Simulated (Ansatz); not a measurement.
Si (Pm-3n, No. 223): the end point of a relaxation with DFT, r2SCAN, plane waves (500 eV) with PAW, scalar-relativistic in Ansatz 0.2.0; the starting structure was generated, so it need not be a known form of this composition.

```cif
data_structure
_symmetry_space_group_name_H-M 'P 1'
_symmetry_Int_Tables_number 1
_cell_length_a 4.8437
_cell_length_b 4.8437
_cell_length_c 4.8437
_cell_angle_alpha 90.000
_cell_angle_beta 90.000
_cell_angle_gamma 90.000
_cell_volume 113.64
loop_
_atom_site_label
_atom_site_type_symbol
_atom_site_fract_x
_atom_site_fract_y
_atom_site_fract_z
_atom_site_occupancy
Si1 Si 0.00000 0.00000 0.00000 1
Si2 Si 0.50000 0.50000 0.50000 1
Si3 Si 0.25000 0.00000 0.50000 1
Si4 Si 0.75000 0.00000 0.50000 1
Si5 Si 0.50000 0.25000 0.00000 1
Si6 Si 0.50000 0.75000 0.00000 1
Si7 Si 0.00000 0.50000 0.25000 1
Si8 Si 0.00000 0.50000 0.75000 1
```

Question: What will a Z-contrast image along [111] show? Simulation: incoherent imaging, intensity Z^1.7 per atom, probe width 0.60 Å, thin sample. The probe carries 25 % of its weight in a tail 2.5 times as wide. Shot noise and a slight drift were added.

Answer: The columns repeat on a hexagonal net with a repeat of 3.95 Å (plane group p6mm). The brightest columns hold 2 Si per repeat; in falling brightness follow 1 Si (about 50 %). Brightness is counted from the darkest point of the image. The shortest distance between visible columns is 0.99 Å in projection (between Si columns). Along the beam the structure repeats every 8.39 Å.

| column | atoms along the beam per repeat | peak brightness |
| --- | --- | --- |
| Si | 2 Si | 100 % |
| Si | 1 Si | 50 % |

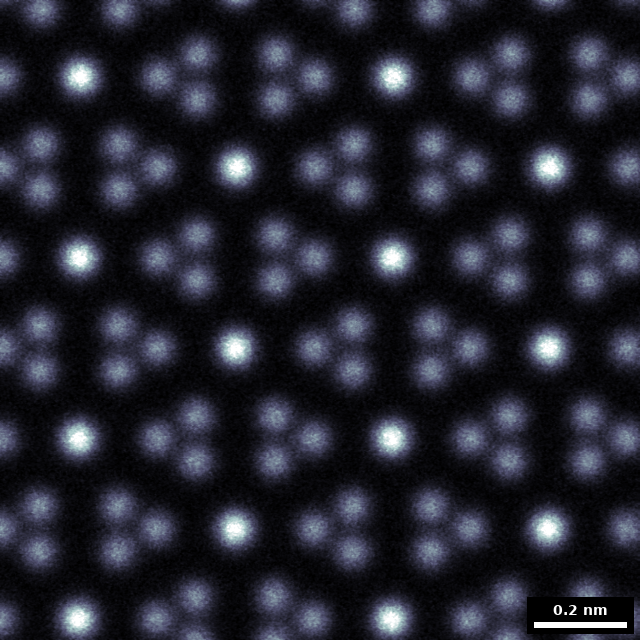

The simulated image.
